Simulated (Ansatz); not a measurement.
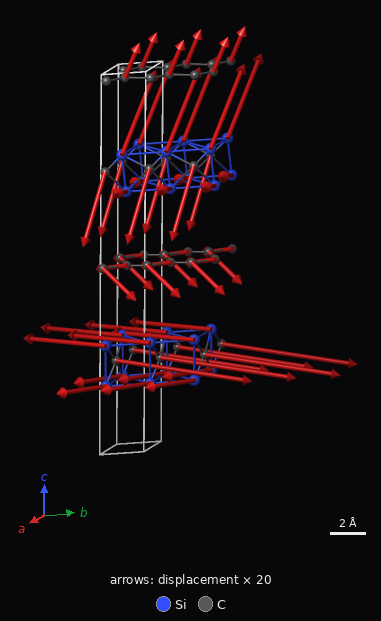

This is a relaxation of solid Si$_{2}$C$_{3}$ (a generated structure, set up in P1) (coarse preliminary run). The starting structure is drawn; red arrows show the displacements (the part carried along by the change of the cell is left out), magnified 20 times.

Style: ball-and-stick. Shown: the cell of the calculation, repeated 2 × 3 × 1 with one cell outlined, slightly off an axis.

The calculation used DFT PBE, scalar-relativistic, plane waves, PAW in Ansatz. Set-up: plane-wave cutoff 420 eV; k-point mesh 12 × 12 × 1; occupations gaussian; smearing width 0.2 eV; no spin polarisation; cell and atoms relaxed; force threshold 0.025 eV/Å; at most 60 steps.

Describe the change and its energy.

Answer. Over 6 accepted moves (7 points after the start) the energy falls by 6.124 eV per cell of the calculation. The largest force component goes from 14 to 0.015 eV/Å. Pressure: 23.48 GPa at the start and 0.14 GPa at the end. The SCF was repeated once at an unchanged geometry on a basis and grid sized afresh for the cell, which shifted the energy by 6.7 meV per cell of the calculation at most. The atom that moves furthest relative to the cell is a C atom (0.40 Å roughly along +b). Largest moves by element: C 0.40 Å, Si 0.30 Å. The drawn cell changes as follows: a 2.600 → 2.625 Å (+1.0 %), b 2.578 → 2.625 Å (+1.8 %), c 22.671 → 22.939 Å (+1.2 %), α 87.2° → 87.1°, β 90.7° → 91.3°, γ 118.4° → 120.0°; the volume changes by +2.5 %. Some distances before and after: C–Si 1.442 → 1.962 Å, C–Si 2.455 → 1.961 Å, C–Si 2.370 → 1.961 Å, C–Si 1.664 → 1.961 Å. Bond angles that change, for instance: Si–C–Si 167.0° → 134.5°, Si–C–Si 160.0° → 134.5°, Si–C–Si 105.2° → 84.0°. The space group stays P1 (No. 1).

Limits of the set-up: layers or molecules are held without a dispersion correction, so their spacing is unreliable.
